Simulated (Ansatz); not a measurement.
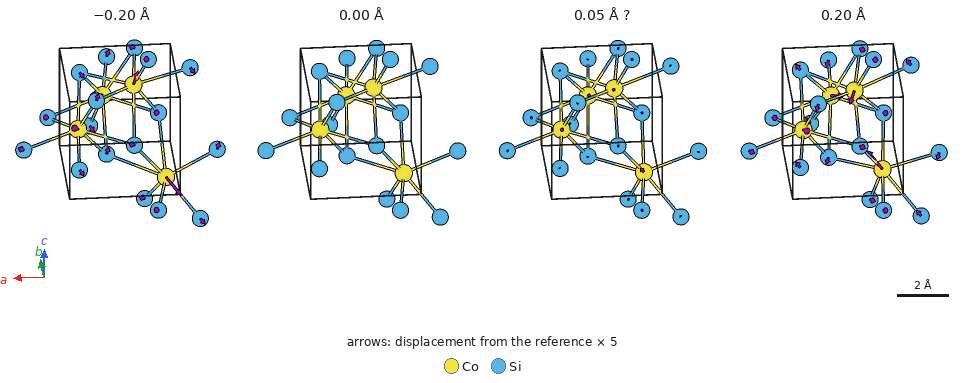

Crystalline CoSi (P2_13): a normal mode at the zone centre (one arbitrary combination within a set of 3 degenerate modes) is frozen in with the cell fixed, the amplitude being the largest displacement of an atom. The picture is a ball-and-stick view of the cell of the calculation, seen from a free direction. Purple arrows: displacements from the reference.

The calculation used DFT PBEsol, scalar-relativistic, plane waves, PAW (Ansatz). Settings: plane-wave cutoff 420 eV; k-point mesh 10 × 10 × 10; occupations gaussian; smearing width 0.15 eV; no spin polarisation. Energies (free energies at the smearing named) are counted from the relaxed crystal.

```json
{"largest displacement (Å)": "−0.20", "energy change (meV/cell)": "706"}
{"largest displacement (Å)": "−0.15", "energy change (meV/cell)": "393"}
{"largest displacement (Å)": "−0.10", "energy change (meV/cell)": "172"}
{"largest displacement (Å)": "0.00", "energy change (meV/cell)": "0"}
{"largest displacement (Å)": "0.05", "energy change (meV/cell)": "?"}
{"largest displacement (Å)": "0.10", "energy change (meV/cell)": "161"}
{"largest displacement (Å)": "0.15", "energy change (meV/cell)": "357"}
{"largest displacement (Å)": "0.20", "energy change (meV/cell)": "624"}
```

Q: Fill in the missing row.

A: A straight line between the two neighbours gives 80 meV/cell. A cubic through the four nearest rows (−0.10, 0.00, 0.10, 0.15) gives, with Lagrange weights, (−0.0500)(172) + (0.5000)(0) + (0.7500)(161) + (−0.2000)(357) = 41 meV/cell. The calculation gives 41 meV/cell, so the cubic is right to the digits shown and the straight line 39 meV/cell too high, as the curve bends upwards here.

The whole profile:

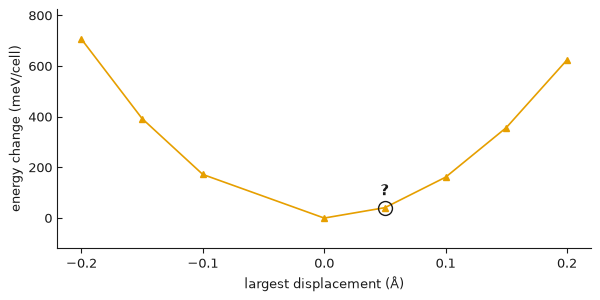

Limits of the set-up: an element that often carries a moment was run without spin polarisation.
